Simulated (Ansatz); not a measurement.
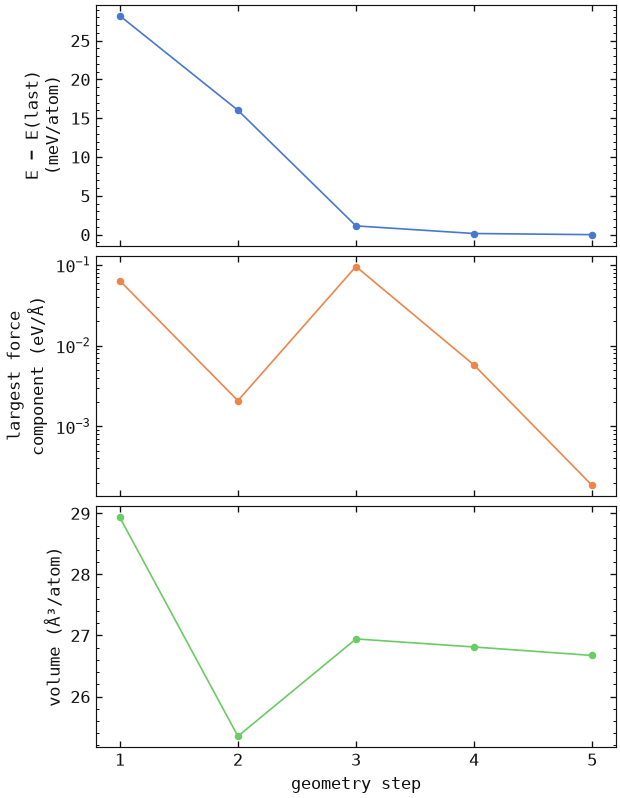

History of a geometry optimisation. Atoms and cell relax. A closing SCF on a freshly chosen basis isn't drawn.

```
crystal:
  lattice:
    - [6.5776880365, 0.0, 0.0]
    - [0.0, 6.5776880365, 0.0]
    - [0.0, 0.0, 4.0126018055]
  atoms:
    - { symbol: Sn, position: [0.0, 0.0, 0.0] }
    - { symbol: Sn, position: [0.5, 0.5, 0.5] }
    - { symbol: Se, position: [0.30700405, 0.30700405, 0.0] }
    - { symbol: Se, position: [0.19299595, 0.80700405, 0.5] }
    - { symbol: Se, position: [0.80700405, 0.19299595, 0.5] }
    - { symbol: Se, position: [0.69299595, 0.69299595, 0.0] }
kpoints:
  mp_grid: { grid: [4, 4, 6] }
hamiltonian:
  xc: lda
scf:
  occupations: { method: fermi_dirac, width: 0.02 }
relax:
  f_tol: 0.005
  cell: {}
output:
  write_density: true
  write_potential: true
  elf: true
  volumetric_format: npy
```

Run as:
```bash
ansatz run input.yaml --threads 2 --pin off --max-ram 29491MiB --backend cpu --events-out ev --progress --plain --runs-dir out
```

**How did the optimisation end?**

The optimisation met its thresholds at geometry 5, counting the start as the first. The energy fell by about 28 meV/atom from the first step to the last. The largest force component goes from about 0.064 eV/Å at the start to 1.9 × 10⁻⁴ eV/Å at the end.

**Was the starting cell too large or too small?**

The volume shrinks from 28.9 to 26.7 Å³ per atom (−8 %), overshooting to 25.4 at step 2. The start was expanded.
